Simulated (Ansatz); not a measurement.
## Run report: ZrSiO4, geometry relaxation (part 2 of 2)

The same run, continued: ZrSiO4 (12 atoms in the cell); DFT, PBE, plane waves, PAW, no spin polarisation (Ansatz 0.2.0); cutoff 420 eV, 6×6×6 k-mesh, Fermi–Dirac smearing of 0.02 eV. The structure derives from an entry of the Crystallography Open Database.

Geometry of the input (Å; fractional positions):
```
-3.3035  3.3035  2.9910
3.3035  -3.3035  2.9910
3.3035  3.3035  -2.9910
Zr 0.7500  0.2500  0.5000
Zr 0.0000  0.0000  0.0000
Si 0.2500  0.7500  0.5000
Si 0.5000  0.5000  0.0000
O  0.1364  0.3203  0.8161
O  0.0703  0.7542  0.6839
O  0.5042  0.3203  0.1839
O  0.0703  0.3864  0.3161
O  0.6136  0.9297  0.6839
O  0.6797  0.8636  0.1839
O  0.2458  0.9297  0.3161
O  0.6797  0.4958  0.8161
```

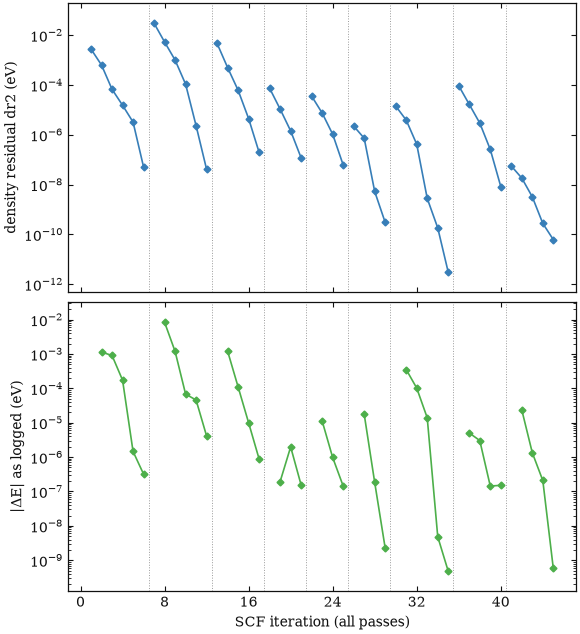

*Convergence of the self-consistent field: density residual dr2 and size of the energy change against the SCF iteration. The dotted lines part the SCF passes of the relaxation: geometry steps, rejected trials and re-solves on a re-selected basis.*

The 9 passes take 4 to 6 iterations each, 45 in all.

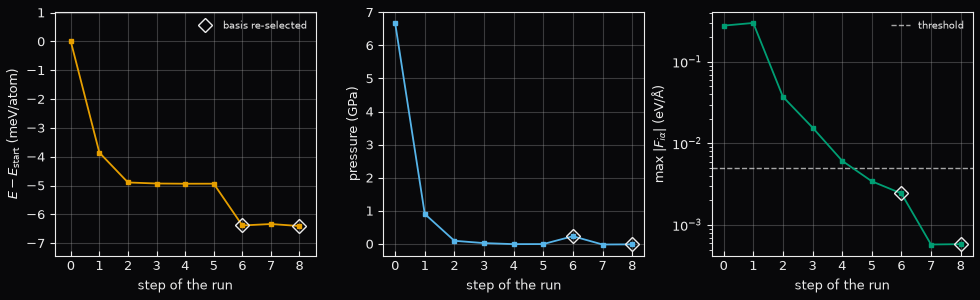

*Progress of the relaxation, step by step (the first geometry is step 0 here and step 1 in the log).*

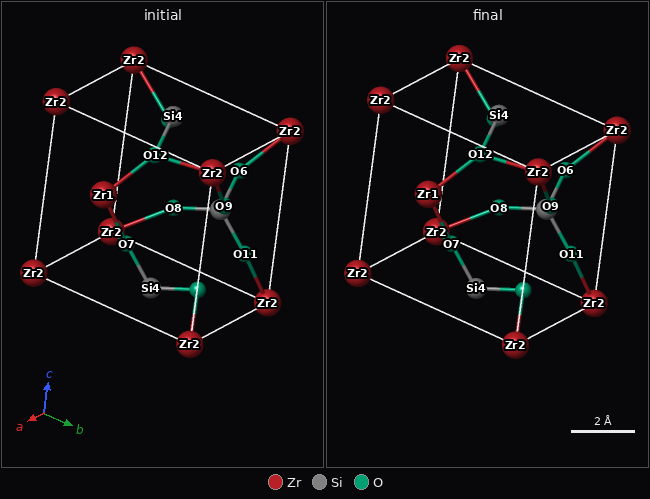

*Before (left) and after (right) the relaxation, at one scale (ball-and-stick view of the cell of the calculation, seen slightly off an axis).*

The energy falls by 6.3 meV per atom in 6 geometry steps. The largest force component goes from 0.28 to 0.00058 eV/Å. Pressure: 6.68 GPa at the start and −0.01 GPa at the end. 1 further SCF at an unchanged geometry re-selected the plane-wave basis for the new cell. The atoms keep their places relative to the cell (all moves are under 0.005 Å). The drawn cell changes as follows: a = b = c 5.547 → 5.601 Å (+1.0 %), γ 114.7° → 114.9°; the volume changes by +2.9 %. Among the contacts that change: Zr1–O10 2.130 → 2.153 Å, Si3–O11 1.622 → 1.639 Å, Zr1–O11 2.269 → 2.283 Å. The space group stays I4_1/amd (No. 141). The energy change given includes the shifts at the re-selections in mid-walk, which come without any move. A last SCF at the same geometry on a re-selected plane-wave basis shifts the energy by −0.1 meV per atom. (Atoms are counted from 1 in the order of the input.)

```
basis re-selected at this cell: Δ(F+E_penalty+E_count) = -8.409e-4 eV, ΔP = +0.005 GPa vs the last step (what re-selecting the basis moved, of the pressure what is left beyond the Pulay correction that the steps carried, after the strain that the cell walked since its last selection, with what the two solves' SCF thresholds leave and, on support functions, any second-order correction that the steps lacked; it is no measure of the basis error at this ecutwfc). This SCF's stress stands 2.37e-2 GPa from its target on what of the cell is left free (relax.cell.stress_tol is 5.00e-2 GPa) and its largest allowed force component is 5.83e-4 eV/Å (relax.f_tol is 5.00e-3 eV/Å): within both
SCF converged after 5 iterations
Free energy (F): -14196.440174 eV
Harris-Foulkes:  -14196.440174 eV  (|F-HF|=6.55e-11)
Internal energy: -14196.440174 eV  (E = F + TS)
E sigma→0 (E₀):  -14196.440174 eV
Fermi energy:    10.011390 eV
--- Per-component energies (eV) ---
  E_band       = -291.835429
  E_kinetic    = 2173.358378
  E_local      = -4360.486692  (includes V_loc(G=0)·N_el)
  E_nonlocal   = 582.358154
  E_hartree    = 1501.558934
  E_xc         = -1031.656584
  E_vxc        = -1238.747857  (∫ρ·V_xc dr)
  E_paw        = -8198.755235  (= ΣΔE_a)
  E_vpaw       = -451.455346  (= ΣTr[D̂ρ^β])
  E_aug_tail   = 0.020005  (compensation charges beyond the density's cutoff)
  E_ewald      = -4862.837132
  E_smearing   = -0.000000  (= −TS)
  E_closure    = 0.000000  (closes the sum)
  Σ components = -14196.440174   (vs F -14196.440174, Δ=0.00e0)
--- Forces (eV/Å), atoms counted from 1 ---
  atom   1  Zr     0.00000000     0.00000000    -0.00000000
  atom   2  Zr    -0.00000000    -0.00000000     0.00000000
  atom   3  Si    -0.00000000    -0.00000000    -0.00000000
  atom   4  Si     0.00000000    -0.00000000     0.00000000
  atom   5  O     -0.00000000     0.00017237    -0.00058299
  atom   6  O     -0.00017237    -0.00000000    -0.00058299
  atom   7  O     -0.00000000    -0.00017237    -0.00058299
  atom   8  O      0.00017237     0.00000000    -0.00058299
  atom   9  O      0.00000000    -0.00017237     0.00058299
  atom  10  O     -0.00017237    -0.00000000     0.00058299
  atom  11  O      0.00000000     0.00017237     0.00058299
  atom  12  O      0.00017237     0.00000000     0.00058299
  max |Σ_I F_I| component: 5.58e-18 eV/Å
--- Stress (GPa, compression-positive) ---
       -0.007599       0.000000       0.000000
        0.000000      -0.007599       0.000000
        0.000000      -0.000000      -0.023737
  P = ⅓ Tr σ = -0.0130 GPa (-0.130 kbar)
--- Relaxed structure (7 steps of the walk, 7 accepted, 2 SCFs on fresh bases) ---
  F+E_penalty+E_count = -14196.44017392 eV   max|allowed force component| = 5.830e-4 eV/Å   (the final SCF, on the basis selected at the relaxed cell)
  cell:  # Å, volume = 134.2986 Å³
    - [-3.338773488728078, 3.338773488728078, 3.0118784507164222]
    - [3.338773488728078, -3.338773488728078, 3.0118784507164222]
    - [3.338773488728078, 3.338773488728078, -3.0118784507164222]
  atoms:
    - { symbol: Zr, position: [0.7500000000000002, 0.25, 0.5000000000000001] }
    - { symbol: Zr, position: [4.723470182882232e-20, 2.7406071208470095e-20, -2.0512376503812577e-20] }
    - { symbol: Si, position: [0.25, 0.7500000000000002, 0.5000000000000001] }
    - { symbol: Si, position: [0.5000000000000001, 0.5000000000000001, -2.051237650381233e-20] }
    - { symbol: O, position: [0.13590920464093065, 0.319672134404057, 0.8162370702368736] }
    - { symbol: O, position: [0.06967213440405702, 0.7534350641671833, 0.6837629297631262] }
    - { symbol: O, position: [0.5034350641671833, 0.319672134404057, 0.1837629297631263] }
    - { symbol: O, position: [0.06967213440405705, 0.3859092046409307, 0.31623707023687364] }
    - { symbol: O, position: [0.6140907953590693, 0.930327865595943, 0.6837629297631262] }
    - { symbol: O, position: [0.680327865595943, 0.8640907953590693, 0.1837629297631263] }
    - { symbol: O, position: [0.24656493583281663, 0.930327865595943, 0.31623707023687375] }
    - { symbol: O, position: [0.680327865595943, 0.49656493583281663, 0.8162370702368736] }
```

## Trajectory as extended XYZ (Å, eV, eV/Å), 8 of the 9 frames kept, from step=1 to step=9
```
12
Lattice="-3.3035 3.3035 2.9910 3.3035 -3.3035 2.9910 3.3035 3.3035 -2.9910" Properties=species:S:1:pos:R:3:forces:R:3 step=1 energy=-14196.36330 pressure_GPa=6.68
Zr    0.0000    3.3035    1.4955    0.0000   0.0000   0.0000
Zr    0.0000    0.0000    0.0000    0.0000   0.0000   0.0000
Si    3.3035    0.0000    1.4955    0.0000   0.0000   0.0000
Si    0.0000    0.0000    2.9910    0.0000   0.0000   0.0000
O     3.3035    2.0885   -1.0750    0.0000  -0.2783  -0.1714
O     4.5185    0.0000    0.4205    0.2783   0.0000  -0.1714
O     0.0000    1.2150    1.9160    0.0000   0.2783  -0.1714
O     2.0885    0.0000    0.4205   -0.2783   0.0000  -0.1714
O     3.3035    1.2150    2.5705    0.0000   0.2783   0.1714
O     1.2150    0.0000    4.0660    0.2783   0.0000   0.1714
O     3.3035   -1.2150    2.5705    0.0000  -0.2783   0.1714
O     2.0885    3.3035    1.0750   -0.2783   0.0000   0.1714
12
Lattice="-3.3330 3.3330 3.0133 3.3330 -3.3330 3.0133 3.3330 3.3330 -3.0133" Properties=species:S:1:pos:R:3:forces:R:3 step=2 energy=-14196.40961 pressure_GPa=0.91
Zr    0.0000    3.3330    1.5067    0.0000   0.0000   0.0000
Zr    0.0000    0.0000    0.0000    0.0000   0.0000   0.0000
Si    3.3330    0.0000    1.5067    0.0000   0.0000   0.0000
Si    0.0000    0.0000    3.0133    0.0000   0.0000   0.0000
O     3.3330    2.1108   -1.0782    0.0000  -0.3001  -0.2774
O     4.5552    0.0000    0.4285    0.3001   0.0000  -0.2774
O     0.0000    1.2222    1.9352    0.0000   0.3001  -0.2774
O     2.1108    0.0000    0.4285   -0.3001   0.0000  -0.2774
O     3.3330    1.2222    2.5848    0.0000   0.3001   0.2774
O     1.2222    0.0000    4.0915    0.3001   0.0000   0.2774
O     3.3330   -1.2222    2.5848    0.0000  -0.3001   0.2774
O     2.1108    3.3330    1.0782   -0.3001   0.0000   0.2774
12
Lattice="-3.3384 3.3384 3.0079 3.3384 -3.3384 3.0079 3.3384 3.3384 -3.0079" Properties=species:S:1:pos:R:3:forces:R:3 step=3 energy=-14196.42203 pressure_GPa=0.09
Zr    0.0000    3.3384    1.5039    0.0000   0.0000   0.0000
Zr    0.0000    0.0000    0.0000    0.0000   0.0000   0.0000
Si    3.3384    0.0000    1.5039    0.0000   0.0000   0.0000
Si    0.0000    0.0000    3.0079    0.0000   0.0000   0.0000
O     3.3384    2.1098   -1.0824    0.0000   0.0024  -0.0374
O     4.5670    0.0000    0.4216   -0.0024   0.0000  -0.0374
O     0.0000    1.2286    1.9255    0.0000  -0.0024  -0.0374
O     2.1098    0.0000    0.4216    0.0024   0.0000  -0.0374
O     3.3384    1.2286    2.5863    0.0000  -0.0024   0.0374
O     1.2286    0.0000    4.0902   -0.0024   0.0000   0.0374
O     3.3384   -1.2286    2.5863    0.0000   0.0024   0.0374
O     2.1098    3.3384    1.0824    0.0024   0.0000   0.0374
12
Lattice="-3.3372 3.3372 3.0103 3.3372 -3.3372 3.0103 3.3372 3.3372 -3.0103" Properties=species:S:1:pos:R:3:forces:R:3 step=4 energy=-14196.42246 pressure_GPa=0.03
Zr    0.0000    3.3372    1.5052    0.0000   0.0000   0.0000
Zr    0.0000    0.0000    0.0000    0.0000   0.0000   0.0000
Si    3.3372    0.0000    1.5052    0.0000   0.0000   0.0000
Si    0.0000    0.0000    3.0103    0.0000   0.0000   0.0000
O     3.3372    2.1093   -1.0842    0.0000   0.0094  -0.0157
O     4.5651    0.0000    0.4209   -0.0094   0.0000  -0.0157
O     0.0000    1.2279    1.9261    0.0000  -0.0094  -0.0157
O     2.1093    0.0000    0.4209    0.0094   0.0000  -0.0157
O     3.3372    1.2279    2.5894    0.0000  -0.0094   0.0157
O     1.2279    0.0000    4.0946   -0.0094   0.0000   0.0157
O     3.3372   -1.2279    2.5894    0.0000   0.0094   0.0157
O     2.1093    3.3372    1.0842    0.0094   0.0000   0.0157
12
Lattice="-3.3365 3.3365 3.0120 3.3365 -3.3365 3.0120 3.3365 3.3365 -3.0120" Properties=species:S:1:pos:R:3:forces:R:3 step=6 energy=-14196.42254 pressure_GPa=-0.00
Zr    0.0000    3.3365    1.5060    0.0000   0.0000   0.0000
Zr    0.0000    0.0000    0.0000    0.0000   0.0000   0.0000
Si    3.3365    0.0000    1.5060    0.0000   0.0000   0.0000
Si    0.0000    0.0000    3.0120    0.0000   0.0000   0.0000
O     3.3365    2.1097   -1.0859    0.0000   0.0034  -0.0007
O     4.5633    0.0000    0.4201   -0.0034   0.0000  -0.0007
O     0.0000    1.2268    1.9261    0.0000  -0.0034  -0.0007
O     2.1097    0.0000    0.4201    0.0034   0.0000  -0.0007
O     3.3365    1.2268    2.5919    0.0000  -0.0034   0.0007
O     1.2268    0.0000    4.0979   -0.0034   0.0000   0.0007
O     3.3365   -1.2268    2.5919    0.0000   0.0034   0.0007
O     2.1097    3.3365    1.0859    0.0034   0.0000   0.0007
12
Lattice="-3.3365 3.3365 3.0120 3.3365 -3.3365 3.0120 3.3365 3.3365 -3.0120" Properties=species:S:1:pos:R:3:forces:R:3 step=7 energy=-14196.43994 pressure_GPa=0.23
Zr    0.0000    3.3365    1.5060    0.0000   0.0000   0.0000
Zr    0.0000    0.0000    0.0000    0.0000   0.0000   0.0000
Si    3.3365    0.0000    1.5060    0.0000   0.0000   0.0000
Si    0.0000    0.0000    3.0120    0.0000   0.0000   0.0000
O     3.3365    2.1097   -1.0859    0.0000   0.0024  -0.0006
O     4.5633    0.0000    0.4201   -0.0024   0.0000  -0.0006
O     0.0000    1.2268    1.9261    0.0000  -0.0024  -0.0006
O     2.1097    0.0000    0.4201    0.0024   0.0000  -0.0006
O     3.3365    1.2268    2.5919    0.0000  -0.0024   0.0006
O     1.2268    0.0000    4.0979   -0.0024   0.0000   0.0006
O     3.3365   -1.2268    2.5919    0.0000   0.0024   0.0006
O     2.1097    3.3365    1.0859    0.0024   0.0000   0.0006
12
Lattice="-3.3388 3.3388 3.0119 3.3388 -3.3388 3.0119 3.3388 3.3388 -3.0119" Properties=species:S:1:pos:R:3:forces:R:3 step=8 energy=-14196.43933 pressure_GPa=-0.02
Zr    0.0000    3.3388    1.5059    0.0000   0.0000   0.0000
Zr    0.0000    0.0000    0.0000    0.0000   0.0000   0.0000
Si    3.3388    0.0000    1.5059    0.0000   0.0000   0.0000
Si    0.0000    0.0000    3.0119    0.0000   0.0000   0.0000
O     3.3388    2.1117   -1.0863    0.0000   0.0002  -0.0006
O     4.5659    0.0000    0.4197   -0.0002   0.0000  -0.0006
O     0.0000    1.2271    1.9256    0.0000  -0.0002  -0.0006
O     2.1117    0.0000    0.4197    0.0002   0.0000  -0.0006
O     3.3388    1.2271    2.5922    0.0000  -0.0002   0.0006
O     1.2271    0.0000    4.0981   -0.0002   0.0000   0.0006
O     3.3388   -1.2271    2.5922    0.0000   0.0002   0.0006
O     2.1117    3.3388    1.0863    0.0002   0.0000   0.0006
12
Lattice="-3.3388 3.3388 3.0119 3.3388 -3.3388 3.0119 3.3388 3.3388 -3.0119" Properties=species:S:1:pos:R:3:forces:R:3 step=9 energy=-14196.44017 pressure_GPa=-0.01
Zr    0.0000    3.3388    1.5059    0.0000   0.0000   0.0000
Zr    0.0000    0.0000    0.0000    0.0000   0.0000   0.0000
Si    3.3388    0.0000    1.5059    0.0000   0.0000   0.0000
Si    0.0000    0.0000    3.0119    0.0000   0.0000   0.0000
O     3.3388    2.1117   -1.0863    0.0000   0.0002  -0.0006
O     4.5659    0.0000    0.4197   -0.0002   0.0000  -0.0006
O     0.0000    1.2271    1.9256    0.0000  -0.0002  -0.0006
O     2.1117    0.0000    0.4197    0.0002   0.0000  -0.0006
O     3.3388    1.2271    2.5922    0.0000  -0.0002   0.0006
O     1.2271    0.0000    4.0981   -0.0002   0.0000   0.0006
O     3.3388   -1.2271    2.5922    0.0000   0.0002   0.0006
O     2.1117    3.3388    1.0863    0.0002   0.0000   0.0006
```

## Key numbers

```csv
quantity,value
outcome,converged
space group (tolerance 0.01 Å),I4₁/amd (141)
electrons treated,80
free energy,−14196.4402 eV
Fermi energy,10.011 eV
pressure,−0.01 GPa
final volume,134.30 Å³
largest force (length of the vector) at the end,0.001 eV/Å
final cell,"a = 5.601 Å, b = 5.601 Å, c = 5.601 Å, α = 106.81°, β = 106.81°, γ = 114.93°"
hardware,"4 threads of Arm Neoverse V1, 24 GiB of memory available, shared host"
wall time,24 s (CPU time 93 s)
peak memory,0.6 GiB
```
